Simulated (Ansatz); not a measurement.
Mo: several calculations on one system

## 1. Relaxation

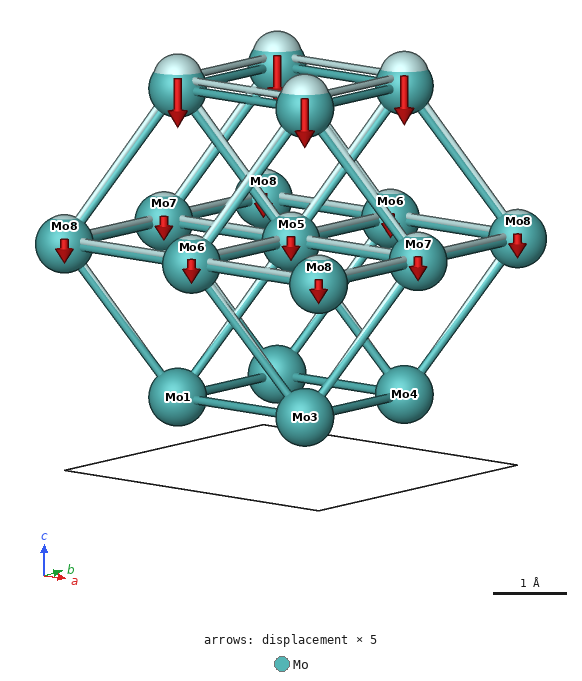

This is a constrained relaxation of a slab of composition Mo (cut from the Im-3m phase). The starting structure is drawn faded, the final one solid; red arrows show the displacements, magnified 5 times.

The picture is a ball-and-stick view of the cell of the calculation, outlined in the plane, without the vacuum, seen from a free direction.

Case: clean slab, lower planes held. The slab is the (1 1 0) face of Mo. 4 atoms are held fixed.

Theory: DFT PBE+D3(BJ), scalar-relativistic, plane waves, PAW (Ansatz 0.2.0).

Input
```yaml
crystal:
  lattice:
    - [5.4216946136, 0.0, 0.0]
    - [-1.8072315379, 5.1116227024, 0.0]
    - [0.0, 0.0, 20.4267951148]
  atoms:
    - { symbol: Mo, position: [0.25, 0.25, 0.3916424459] }
    - { symbol: Mo, position: [0.25, 0.75, 0.3916424459] }
    - { symbol: Mo, position: [0.75, 0.25, 0.3916424459] }
    - { symbol: Mo, position: [0.75, 0.75, 0.3916424459] }
    - { symbol: Mo, position: [0.5, 0.5, 0.5] }
    - { symbol: Mo, position: [0.5, 0.0, 0.5] }
    - { symbol: Mo, position: [0.0, 0.5, 0.5] }
    - { symbol: Mo, position: [0.0, 0.0, 0.5] }
    - { symbol: Mo, position: [0.75, 0.75, 0.6083575541] }
    - { symbol: Mo, position: [0.75, 0.25, 0.6083575541] }
    - { symbol: Mo, position: [0.25, 0.75, 0.6083575541] }
    - { symbol: Mo, position: [0.25, 0.25, 0.6083575541] }
basis:
  ecutwfc: 420
kpoints:
  mp_grid: { grid: [4, 4, 1] }
hamiltonian:
  xc: pbe
  dispersion: d3bj
scf:
  occupations: { method: gaussian, width: 0.1 }
output:
  forces: true
  eigenvalues: true
  write_density: true
  write_potential: true
  elf: true
  volumetric_format: npy
relax:
  adjacent_minimum: "off"
  f_tol: 0.03
  max_steps: 70
  constraints: [{ sites: [0, 1, 2, 3] }]
efield:
  axis: 3
  dipole_correction: true
  ramp_width: 0.04
```

Launched with:
```bash
ansatz run input.yaml --threads 4 --pin off --max-ram 10240MiB --backend cpu --events-out ev --progress --plain --runs-dir out
```

**What happened in the run?**

The largest moves, 0.14 Å, are those of Mo9, Mo10, Mo11 and Mo12. Mo9 goes along the normal (−c). The cell stays as it was. Some distances before and after: Mo1–Mo5 2.711 → 2.654 Å. Over 3 geometry steps the energy falls by 0.164 eV per cell of the calculation. Largest force component: 0.56 eV/Å at the start, 0.00096 eV/Å at the end. The run took 52 s on 4 threads of Arm Neoverse V1, with other jobs on the host, peak memory 1.4 GiB.

## 2. Scan

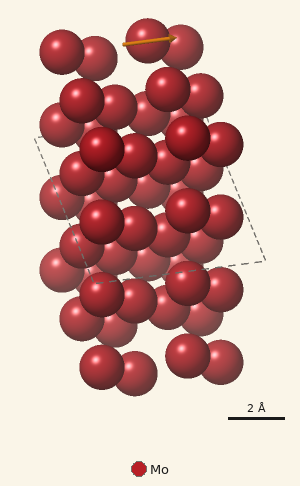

A crystal of Mo (Im-3m): the crystal above a cut along the (0 0 1) plane of the conventional cell (between a plane of Mo below and one of Mo above, 1.58 Å apart) is slid rigidly by fractions of an in-plane lattice vector 3.16 Å long (a generalised stacking fault). One cut stands in each cell, which starts 9.5 Å high; nothing is relaxed, and the dashed outline marks the cut, the arrow on top the direction of slip. The picture shows the perfect crystal around the cut (dashed). A spheres-only model of the layers on both sides of the cut, seen obliquely from above.

These are results of DFT PBE, scalar-relativistic, plane waves, PAW in Ansatz 0.2.0, not measurements. Set-up: plane-wave cutoff 420 eV; k-point mesh 19 × 19 × 7; occupations gaussian; smearing width 0.15 eV; no spin polarisation. Energies (free energies at the smearing named) are counted from the relaxed crystal.

The input:
```yaml
crystal:
  lattice:
    - [-3.1604388703, 0.0, 0.0]
    - [0.0, -3.1604388703, 0.0]
    - [0.0, 0.0, 9.4813166109]
  atoms:
    - { symbol: Mo, position: [0.5, 0.5, 0.1666666667] }
    - { symbol: Mo, position: [0.0, 0.0, 0.0] }
    - { symbol: Mo, position: [0.5, 0.5, 0.5] }
    - { symbol: Mo, position: [0.0, 0.0, 0.3333333333] }
    - { symbol: Mo, position: [0.5, 0.5, 0.8333333333] }
    - { symbol: Mo, position: [0.0, 0.0, 0.6666666667] }
basis:
  ecutwfc: 420
kpoints:
  mp_grid: { grid: [19, 19, 7] }
hamiltonian:
  xc: pbe
scf:
  occupations: { method: gaussian, width: 0.15 }
output:
  forces: true
  stress: true
  eigenvalues: true
```

Command:
```bash
ansatz run input.yaml --threads 2 --pin off --max-ram 5120MiB --backend cpu --events-out ev --progress --plain --runs-dir out
```

**Give the energy at each point (the slip: 0.00, 0.10, 0.20, 0.30, 0.40, 0.60, 0.80, 1.00).**

| slip (fraction of the lattice vector) | γ (mJ/m²) |
| --- | --- |
| 0.00 | 0 |
| 0.10 | 289 |
| 0.20 | 1177 |
| 0.30 | 2565 |
| 0.40 | 3962 |
| 0.60 | 3962 |
| 0.80 | 1177 |
| 1.00 | 0 |

Points that are alike by symmetry were computed once.

The curve starts and ends at zero, since a full lattice vector restores the crystal. Its highest computed point is 3962 mJ/m² at slip 0.40 and 0.60. The points are too sparse to place its extrema closely. Relaxation across the fault would lower the values.

## 3. Scan

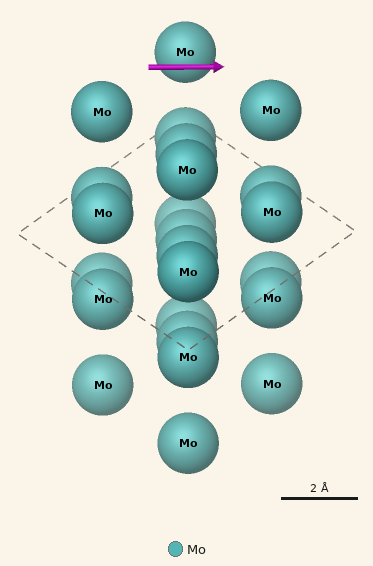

Crystalline Mo (Im-3m): the crystal above a cut along the (0 0 1) plane of the conventional cell (between a plane of Mo below and one of Mo above, 1.58 Å apart) is slid rigidly by fractions of an in-plane lattice vector 4.47 Å long (a generalised stacking fault). One cut stands in each cell, which starts 9.5 Å high; nothing is relaxed, and the dashed outline marks the cut, the arrow on top the direction of slip. The picture shows the perfect crystal around the cut (dashed). The picture is a spheres-only view of the layers on both sides of the cut, seen obliquely from above.

Computed with DFT PBE, scalar-relativistic, plane waves, PAW in Ansatz. Set-up: plane-wave cutoff 420 eV; k-point mesh 19 × 19 × 7; occupations gaussian; smearing width 0.15 eV; no spin polarisation. Energies (free energies at the smearing named) are counted from the relaxed crystal.

```
CELL_PARAMETERS angstrom
-3.16044 0.00000 0.00000
0.00000 -3.16044 0.00000
0.00000 0.00000 9.48132
ATOMIC_POSITIONS crystal
Mo 0.50000 0.50000 0.16667
Mo 0.00000 0.00000 0.00000
Mo 0.50000 0.50000 0.50000
Mo 0.00000 0.00000 0.33333
Mo 0.50000 0.50000 0.83333
Mo 0.00000 0.00000 0.66667
```

Q: Predict the energy profile (the slip: 0.000, 0.083, 0.167, 0.250, 0.333, 0.500, 0.667, 0.833, 1.000).

A:
```tsv
slip (fraction of the lattice vector)	γ (mJ/m²)
0.000	0
0.083	448
0.167	2185
0.250	5527
0.333	11123
0.500	22688
0.667	11123
0.833	2185
1.000	0
```

Points that are alike by symmetry were computed once.

The curve starts and ends at zero, since a full lattice vector restores the crystal. Its highest computed point is 22688 mJ/m² at slip 0.50. The points are too sparse to place its extrema closely. Relaxation across the fault would lower the values.

The computed profile (hollow markers are points alike by symmetry):

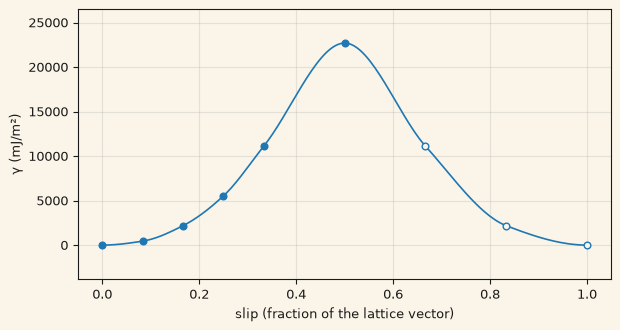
